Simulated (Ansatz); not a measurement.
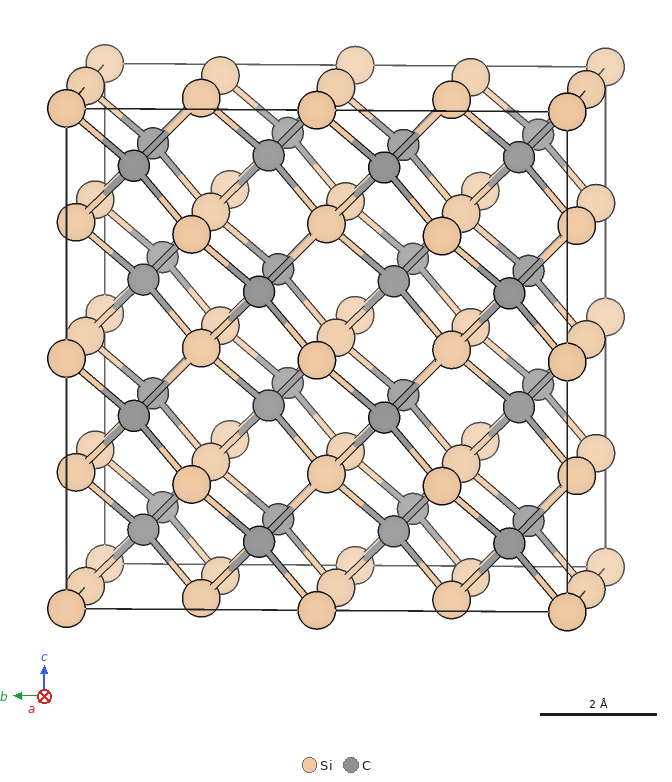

Fig. 1: The input geometry (ball-and-stick view of the cell of the calculation, seen at an oblique angle). Near neighbours in the crystal (not all of them lie inside the picture): Si has 4 C at 1.89 Å; C has 4 Si at 1.89 Å.

Si32C32: single-point calculation

- system: Si32C32 (F-43m, 64 atoms in the cell)
- method: DFT, PBEsol, PAW, plane waves (Ansatz 0.2.0)

The structure was built on a prototype by a generator.

**What the program printed**
```
Pseudopotentials: kind: paw
Functional definition: PBEsol
  exchange = pbesol_x
  correlation = pbesol_c
Crystal: 64 atoms, lattice volume = 661.620 Å³
Basis set: ecut = 420 eV, 13037 PW (Γ), exchange–correlation on 120×120×120 points (8 copies of the dense FFT grid, shifted against one another)
Bands: 192, of which v1, the nominal top of the filled ones, is band 128 counted from 1 (127 counted from 0)
Symmetry: 768 space group operations
Space group: F-43m (ITA 216), of the structure as read, at distance tolerance 8.7e-5 Å
k-points: 1
Non-local potential: Si, projectors of the file, l = 0: 2, l = 1: 2, l = 2: 2
Non-local potential: C, projectors of the file, l = 0: 2, l = 1: 2, l = 2: 1
PAW form: soft (Blöchl's): semilocal exchange-correlation on the pseudo side does not see the compensation charge
PAW frozen core: Si, regenerated for the run's functional, and the local potential with it (the file was generated under x = pbe(κ = 0.804, μ = 0.2195149727645171), c = pbe(β = 0.06672455060314922))
PAW frozen core: C, regenerated for the run's functional, and the local potential with it (the file was generated under x = pbe(κ = 0.804, μ = 0.2195149727645171), c = pbe(β = 0.06672455060314922))
PAW one-centre angular grid: Si, 110 points (default); XC on 64 Gauss nodes
PAW one-centre angular grid: C, 110 points (default); XC on 64 Gauss nodes
Initial density: superposition of atomic densities (neutral atoms: chi_scale 0, normalization atom), corrected by the library's trained network
Initial wavefunctions: pseudopotential atomic-orbital guess
Functional: x = pbesol(κ = 0.804, μ = 0.12345679012345678), c = pbesol(β = 0.046)
SCF iter   1: F=—  HF=-27794.337471 eV  |F-HF|=—  |Δ(HF+E_count)|=         —  Δρ=3.64e-3  dr2=9.38e-2  ethr=1.77e-3  ⟨swp⟩=6.0  Hψ=873  notcnv=0  defer=18
preconditioner: auto → Resta (q_TF=auto, 2.329 Å⁻¹)  ε∞=4.8  [insulator: Δε(μ)=1.137 eV  Ē_g=11.854 eV  σ=0.010 eV  W_gap=1.00  n_scr=146 (ndim 8)  ℏωp=23.1 eV  f_vac=0.000  D(μ)=0.00/eV (n_scr^D=0)  ε∞_Penn≈4.8]
SCF iter   2: F=—  HF=-27794.319693 eV  |F-HF|=—  |Δ(HF+E_count)|=   1.78e-2  Δρ=1.15e-3  dr2=7.66e-3  ethr=3.66e-5  ⟨swp⟩=3.0  Hψ=357  notcnv=0  defer=55
SCF iter   3: F=—  HF=-27794.318922 eV  |F-HF|=—  |Δ(HF+E_count)|=   7.71e-4  Δρ=3.88e-4  dr2=7.43e-4  ethr=2.99e-6  ⟨swp⟩=3.0  Hψ=307  notcnv=0  defer=55
SCF iter   4: F=—  HF=-27794.318809 eV  |F-HF|=—  |Δ(HF+E_count)|=   1.12e-4  Δρ=4.63e-5  dr2=7.48e-6  ethr=2.90e-7  ⟨swp⟩=3.0  Hψ=314  notcnv=0  defer=55
SCF iter   5: F=—  HF=-27794.318877 eV  |F-HF|=—  |Δ(HF+E_count)|=   6.74e-5  Δρ=8.42e-6  dr2=5.26e-7  ethr=2.92e-9  ⟨swp⟩=2.0  Hψ=265  notcnv=0  defer=55
SCF iter   6: F=-27794.318877 eV  HF=-27794.318877 eV  |F-HF|=1.40e-9  |Δ(HF+E_count)|=   8.22e-8  Δρ=9.01e-7  dr2=5.08e-9  ethr=3.91e-11  ⟨swp⟩=14.0  Hψ=1059  notcnv=0
SCF 1 converged in 6 iterations: F = -27794.318877 eV  dr2 = 5.08e-9
  greatest PAW one-centre occupation: 0.637 electrons in one spin orbital (limit 2), on the C atom at site 63 (counted from 0), in its partial waves of l = 0
```

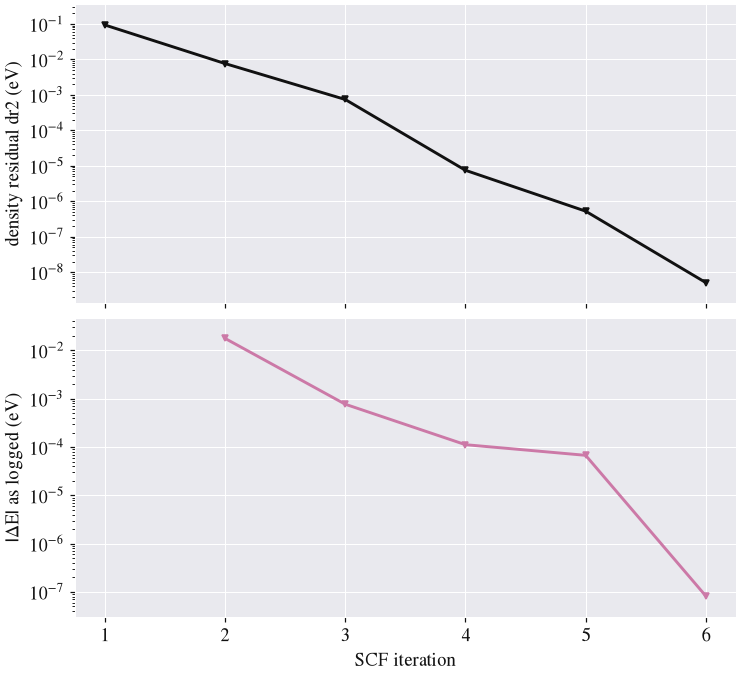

Fig. 2: Convergence of the self-consistent field: density residual dr2 and size of the energy change against the SCF iteration. The residual falls at every step.

```
NSCF: frozen V_eff on 1 k-points
SCF converged after 6 iterations
Free energy (F): -27794.318877 eV
Harris-Foulkes:  -27794.318877 eV  (|F-HF|=1.40e-9)
Internal energy: -27794.318877 eV  (E = F + TS)
E sigma→0 (E₀):  -27794.318877 eV
Fermi energy:    10.084961 eV
--- Per-component energies (eV) ---
  E_band       = 915.681915
  E_kinetic    = 4349.695081
  E_local      = -3339.709992  (includes V_loc(G=0)·N_el)
  E_nonlocal   = 1658.183651
  E_hartree    = 1021.049767
  E_xc         = -3348.054081
  E_vxc        = -3493.355940  (∫ρ·V_xc dr)
  E_paw        = -19021.688718  (= ΣΔE_a)
  E_vpaw       = -301.231828  (= ΣTr[D̂ρ^β])
  E_aug_tail   = 0.000363  (compensation charges beyond the density's cutoff)
  E_ewald      = -9115.480103
  E_core_change = 1.685157  (= ΣΔE_core)
  E_smearing   = -0.000000  (= −TS)
  E_closure    = -0.000000  (closes the sum)
  Σ components = -27794.318877   (vs F -27794.318877, Δ=0.00e0)
--- Forces (eV/Å), atoms counted from 1 ---
  atom   1  Si    -0.00000000     0.00000000     0.00000000
  atom   2  Si    -0.00000000     0.00000000     0.00000000
  atom   3  Si    -0.00000000     0.00000000    -0.00000000
  atom   4  Si    -0.00000000     0.00000000    -0.00000000
  atom   5  Si    -0.00000000     0.00000000    -0.00000000
  atom   6  Si    -0.00000000     0.00000000    -0.00000000
  atom   7  Si    -0.00000000     0.00000000     0.00000000
  atom   8  Si    -0.00000000     0.00000000    -0.00000000
  atom   9  Si    -0.00000000     0.00000000     0.00000000
  atom  10  Si    -0.00000000     0.00000000    -0.00000000
  atom  11  Si    -0.00000000     0.00000000     0.00000000
  atom  12  Si     0.00000000     0.00000000     0.00000000
  atom  13  Si    -0.00000000     0.00000000     0.00000000
  atom  14  Si    -0.00000000     0.00000000     0.00000000
  atom  15  Si    -0.00000000     0.00000000    -0.00000000
  atom  16  Si    -0.00000000    -0.00000000    -0.00000000
  atom  17  Si    -0.00000000     0.00000000    -0.00000000
  atom  18  Si    -0.00000000     0.00000000    -0.00000000
  atom  19  Si    -0.00000000     0.00000000     0.00000000
  atom  20  Si    -0.00000000     0.00000000     0.00000000
  atom  21  Si    -0.00000000     0.00000000    -0.00000000
  atom  22  Si    -0.00000000     0.00000000    -0.00000000
  atom  23  Si    -0.00000000    -0.00000000     0.00000000
  atom  24  Si    -0.00000000     0.00000000     0.00000000
  atom  25  Si    -0.00000000    -0.00000000     0.00000000
  atom  26  Si    -0.00000000    -0.00000000     0.00000000
  atom  27  Si    -0.00000000     0.00000000    -0.00000000
  atom  28  Si    -0.00000000    -0.00000000    -0.00000000
  atom  29  Si    -0.00000000    -0.00000000     0.00000000
  atom  30  Si    -0.00000000    -0.00000000    -0.00000000
  atom  31  Si    -0.00000000     0.00000000    -0.00000000
  atom  32  Si    -0.00000000     0.00000000    -0.00000000
  atom  33  C     -0.00000000    -0.00000000     0.00000000
  atom  34  C      0.00000000     0.00000000    -0.00000000
  atom  35  C     -0.00000000    -0.00000000     0.00000000
  atom  36  C      0.00000000    -0.00000000    -0.00000000
  atom  37  C     -0.00000000    -0.00000000     0.00000000
  atom  38  C      0.00000000    -0.00000000     0.00000000
  atom  39  C      0.00000000    -0.00000000     0.00000000
  atom  40  C      0.00000000    -0.00000000     0.00000000
  atom  41  C     -0.00000000     0.00000000     0.00000000
  atom  42  C     -0.00000000     0.00000000     0.00000000
  atom  43  C     -0.00000000     0.00000000     0.00000000
  atom  44  C     -0.00000000    -0.00000000    -0.00000000
  atom  45  C     -0.00000000     0.00000000     0.00000000
  atom  46  C     -0.00000000     0.00000000     0.00000000
  atom  47  C     -0.00000000     0.00000000     0.00000000
  atom  48  C     -0.00000000     0.00000000     0.00000000
  atom  49  C     -0.00000000     0.00000000     0.00000000
  atom  50  C      0.00000000     0.00000000     0.00000000
  atom  51  C     -0.00000000    -0.00000000     0.00000000
  atom  52  C      0.00000000    -0.00000000    -0.00000000
  atom  53  C     -0.00000000    -0.00000000     0.00000000
  atom  54  C     -0.00000000     0.00000000     0.00000000
  atom  55  C      0.00000000    -0.00000000     0.00000000
  atom  56  C      0.00000000    -0.00000000     0.00000000
  atom  57  C      0.00000000     0.00000000     0.00000000
  atom  58  C      0.00000000    -0.00000000     0.00000000
  atom  59  C     -0.00000000    -0.00000000    -0.00000000
  atom  60  C      0.00000000    -0.00000000     0.00000000
  atom  61  C      0.00000000     0.00000000    -0.00000000
  atom  62  C      0.00000000    -0.00000000    -0.00000000
  atom  63  C     -0.00000000    -0.00000000     0.00000000
  atom  64  C      0.00000000    -0.00000000     0.00000000
  max |Σ_I F_I| component: 2.06e-23 eV/Å
--- Stress (GPa, compression-positive) ---
        0.301926       0.000000       0.000000
       -0.000000       0.301926       0.000000
        0.000000      -0.000000       0.301926
  P = ⅓ Tr σ = 0.3019 GPa (3.019 kbar)
--- Band table (eV) ---
  k-point 0: bands = ["-5.9661", "-4.3569", "-4.3569", "-4.3569", "-4.3569", "-4.3569", "-4.3569", "-2.9118", "-2.9118", "-2.9118", "-2.9118", "-2.9118", "-2.9118", "-2.9118", "-2.9118", "-2.9118", "-2.9118", "-2.9118", "-2.9118", "-2.3454", "-2.3454", "-2.3454", "-2.3454", "-0.8718", "-0.8718", "-0.8718", "-0.6283", "-0.6283", "-0.6283", "-0.6283", "-0.6283", "-0.6283", "0.8522", "0.8522", "0.8522", "0.8522", "1.6182", "1.6182", "1.6182", "2.4127",
      "2.4127", "2.4127", "2.4127", "2.4127", "2.4127", "3.5068", "3.5068", "3.5068", "3.5068", "3.5068", "3.5068", "3.5068", "3.5068", "3.5068", "3.5068", "3.5068", "3.5068", "4.4122", "4.4122", "4.4122", "4.4122", "4.4122", "4.4122", "4.7081", "4.7081", "4.7081", "4.7081", "4.7081", "4.7081", "5.0803", "5.0803", "5.0803", "5.0803", "5.0803", "5.0803", "5.0803", "5.0803", "5.0803", "5.0803", "5.0803",
      "5.0803", "6.1379", "6.1379", "6.1379", "6.1379", "6.1379", "6.1379", "6.2612", "6.2612", "6.2612", "6.2612", "6.2612", "6.2612", "7.5275", "7.5275", "7.5275", "7.5275", "7.5275", "7.5275", "7.5275", "7.5275", "7.5275", "7.5275", "7.5275", "7.5275", "8.2933", "8.2933", "8.2933", "8.2933", "8.2933", "8.2933", "8.2933", "8.2933", "8.2933", "8.2933", "8.2933", "8.2933", "8.4282", "8.4282", "8.4282",
      "8.4282", "8.4282", "8.4282", "8.4282", "8.4282", "9.4935", "9.4935", "9.4935", "10.6764", "10.6764", "10.6764", "13.3905", "13.3905", "13.3905", "13.3905", "13.3905", "13.3905", "13.6423", "13.6423", "13.6423", "14.5814", "14.5814", "14.5814", "14.5814", "14.5814", "14.5814", "14.8285", "14.8285", "14.8285", "14.8285", "14.8711", "14.8711", "14.8711", "14.8711", "14.8711", "14.8711", "14.8711", "14.8711", "14.8711", "14.8711",
      "14.8711", "14.8711", "15.6530", "15.6817", "15.6817", "15.6817", "15.6817", "15.6817", "15.6817", "16.5801", "16.5801", "16.5801", "16.5801", "16.5801", "16.5801", "16.5801", "16.5801", "16.6813", "16.6813", "16.6813", "18.1457", "18.1457", "18.1457", "18.1457", "18.1457", "18.1457", "18.1457", "18.1457", "18.1457", "18.1457", "18.1457", "18.1457"]
--- Löwdin populations: 64 sites ---
  site symbol       q [e]
     0     Si      2.9489
     1     Si      2.9489
     2     Si      2.9489
     3     Si      2.9489
     4     Si      2.9489
     5     Si      2.9489
     6     Si      2.9489
     7     Si      2.9489
     8     Si      2.9489
     9     Si      2.9489
    10     Si      2.9489
    11     Si      2.9489
    12     Si      2.9489
    13     Si      2.9489
    14     Si      2.9489
    15     Si      2.9489
    16     Si      2.9489
    17     Si      2.9489
    18     Si      2.9489
    19     Si      2.9489
    20     Si      2.9489
    21     Si      2.9489
    22     Si      2.9489
    23     Si      2.9489
    24     Si      2.9489
    25     Si      2.9489
    26     Si      2.9489
    27     Si      2.9489
    28     Si      2.9489
    29     Si      2.9489
    30     Si      2.9489
    31     Si      2.9489
    32      C      4.9754
    33      C      4.9754
    34      C      4.9754
    35      C      4.9754
    36      C      4.9754
    37      C      4.9754
    38      C      4.9754
    39      C      4.9754
    40      C      4.9754
    41      C      4.9754
    42      C      4.9754
    43      C      4.9754
    44      C      4.9754
    45      C      4.9754
    46      C      4.9754
    47      C      4.9754
    48      C      4.9754
    49      C      4.9754
    50      C      4.9754
    51      C      4.9754
    52      C      4.9754
    53      C      4.9754
    54      C      4.9754
    55      C      4.9754
    56      C      4.9754
    57      C      4.9754
    58      C      4.9754
    59      C      4.9754
    60      C      4.9754
    61      C      4.9754
    62      C      4.9754
    63      C      4.9754
  spilling = 0.009464 (of n_electrons = 256.000000)
```

The run was set up as follows.

**Input file**
```yaml
crystal:
  lattice:
    - [8.713706, 0.000000, 0.000000]
    - [0.000000, 8.713706, 0.000000]
    - [0.000000, 0.000000, 8.713706]
  atoms:
    - { symbol: Si, position: [0.000000, 0.000000, 0.000000] }
    - { symbol: Si, position: [0.000000, 0.000000, 0.500000] }
    - { symbol: Si, position: [0.000000, 0.500000, 0.000000] }
    - { symbol: Si, position: [0.000000, 0.500000, 0.500000] }
    - { symbol: Si, position: [0.500000, 0.000000, 0.000000] }
    - { symbol: Si, position: [0.500000, 0.000000, 0.500000] }
    - { symbol: Si, position: [0.500000, 0.500000, 0.000000] }
    - { symbol: Si, position: [0.500000, 0.500000, 0.500000] }
    - { symbol: Si, position: [0.250000, 0.250000, 0.000000] }
    - { symbol: Si, position: [0.250000, 0.250000, 0.500000] }
    - { symbol: Si, position: [0.250000, 0.750000, 0.000000] }
    - { symbol: Si, position: [0.250000, 0.750000, 0.500000] }
    - { symbol: Si, position: [0.750000, 0.250000, 0.000000] }
    - { symbol: Si, position: [0.750000, 0.250000, 0.500000] }
    - { symbol: Si, position: [0.750000, 0.750000, 0.000000] }
    - { symbol: Si, position: [0.750000, 0.750000, 0.500000] }
    - { symbol: Si, position: [0.250000, 0.000000, 0.250000] }
    - { symbol: Si, position: [0.250000, 0.000000, 0.750000] }
    - { symbol: Si, position: [0.250000, 0.500000, 0.250000] }
    - { symbol: Si, position: [0.250000, 0.500000, 0.750000] }
    - { symbol: Si, position: [0.750000, 0.000000, 0.250000] }
    - { symbol: Si, position: [0.750000, 0.000000, 0.750000] }
    - { symbol: Si, position: [0.750000, 0.500000, 0.250000] }
    - { symbol: Si, position: [0.750000, 0.500000, 0.750000] }
    - { symbol: Si, position: [0.000000, 0.250000, 0.250000] }
    - { symbol: Si, position: [0.000000, 0.250000, 0.750000] }
    - { symbol: Si, position: [0.000000, 0.750000, 0.250000] }
    - { symbol: Si, position: [0.000000, 0.750000, 0.750000] }
    - { symbol: Si, position: [0.500000, 0.250000, 0.250000] }
    - { symbol: Si, position: [0.500000, 0.250000, 0.750000] }
    - { symbol: Si, position: [0.500000, 0.750000, 0.250000] }
    - { symbol: Si, position: [0.500000, 0.750000, 0.750000] }
    - { symbol: C, position: [0.125000, 0.125000, 0.125000] }
    - { symbol: C, position: [0.125000, 0.125000, 0.625000] }
    - { symbol: C, position: [0.125000, 0.625000, 0.125000] }
    - { symbol: C, position: [0.125000, 0.625000, 0.625000] }
    - { symbol: C, position: [0.625000, 0.125000, 0.125000] }
    - { symbol: C, position: [0.625000, 0.125000, 0.625000] }
    - { symbol: C, position: [0.625000, 0.625000, 0.125000] }
    - { symbol: C, position: [0.625000, 0.625000, 0.625000] }
    - { symbol: C, position: [0.375000, 0.375000, 0.125000] }
    - { symbol: C, position: [0.375000, 0.375000, 0.625000] }
    - { symbol: C, position: [0.375000, 0.875000, 0.125000] }
    - { symbol: C, position: [0.375000, 0.875000, 0.625000] }
    - { symbol: C, position: [0.875000, 0.375000, 0.125000] }
    - { symbol: C, position: [0.875000, 0.375000, 0.625000] }
    - { symbol: C, position: [0.875000, 0.875000, 0.125000] }
    - { symbol: C, position: [0.875000, 0.875000, 0.625000] }
    - { symbol: C, position: [0.375000, 0.125000, 0.375000] }
    - { symbol: C, position: [0.375000, 0.125000, 0.875000] }
    - { symbol: C, position: [0.375000, 0.625000, 0.375000] }
    - { symbol: C, position: [0.375000, 0.625000, 0.875000] }
    - { symbol: C, position: [0.875000, 0.125000, 0.375000] }
    - { symbol: C, position: [0.875000, 0.125000, 0.875000] }
    - { symbol: C, position: [0.875000, 0.625000, 0.375000] }
    - { symbol: C, position: [0.875000, 0.625000, 0.875000] }
    - { symbol: C, position: [0.125000, 0.375000, 0.375000] }
    - { symbol: C, position: [0.125000, 0.375000, 0.875000] }
    - { symbol: C, position: [0.125000, 0.875000, 0.375000] }
    - { symbol: C, position: [0.125000, 0.875000, 0.875000] }
    - { symbol: C, position: [0.625000, 0.375000, 0.375000] }
    - { symbol: C, position: [0.625000, 0.375000, 0.875000] }
    - { symbol: C, position: [0.625000, 0.875000, 0.375000] }
    - { symbol: C, position: [0.625000, 0.875000, 0.875000] }
kpoints:
  mp_grid: { grid: [1, 1, 1] }
hamiltonian:
  xc: pbesol
scf:
  occupations: { method: fermi_dirac, width: 0.01 }
output:
  forces: true
  eigenvalues: true
  stress: true
  populations: true
  eigenstates: { kpoints: [[0, 0, 0]], e_range: [-6.0, 6.0], localisation: true }
```

**Results in brief**

| quantity | value |
| --- | --- |
| outcome | converged |
| space group (tolerance 0.01 Å) | F-43m (216) |
| electrons treated | 256 |
| free energy | −27794.3189 eV |
| Fermi energy | 10.085 eV |
| pressure | 0.30 GPa |
| largest force (length of the vector) | under 0.001 eV/Å |
| hardware | 8 CPU threads, shared host |
| wall time | 3.3 s (CPU time 5 s) |
| peak memory | 1.9 GiB |

The k-point mesh is coarse for a cell of this size, so the results may not be converged.
